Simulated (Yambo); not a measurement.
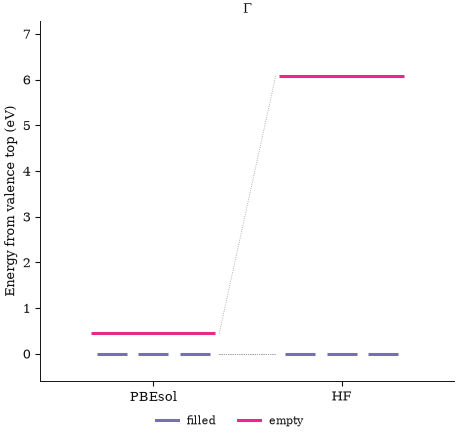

Levels at Γ in PBEsol and in HF, each set counted from its own valence top. Only the states that were corrected are drawn, so degenerate partners can be missing.

System: zincblende GaAs, space group F-43m (No. 216), 2 atoms in the primitive cell; cubic a = 5.654 Å. Starting point: PBEsol, PseudoDojo 0.4 SR PBEsol stringent, no spin polarisation, no spin-orbit coupling, 4×4×4 k mesh, 1551 eV cutoff, fixed occupations (Yambo 5.3.0). Many-body step: HF with cutoff of exchange and Vxc 114 Ry.

By how much does the gap open?

Over the k points that were corrected, the smallest gap goes from 0.45 eV in PBEsol (direct at Γ) to 6.08 eV in HF (direct at Γ), a change of +5.63 eV (+1264 %).

```
k point  PBEsol direct gap (eV)  HF direct gap (eV)
      Γ                    0.45                6.08
```

Hartree-Fock has no screening and overstates gaps by far. The k mesh is coarse (spacing up to 0.48 Å⁻¹), so the values aren't converged. Spin-orbit coupling is left out, which matters for As.
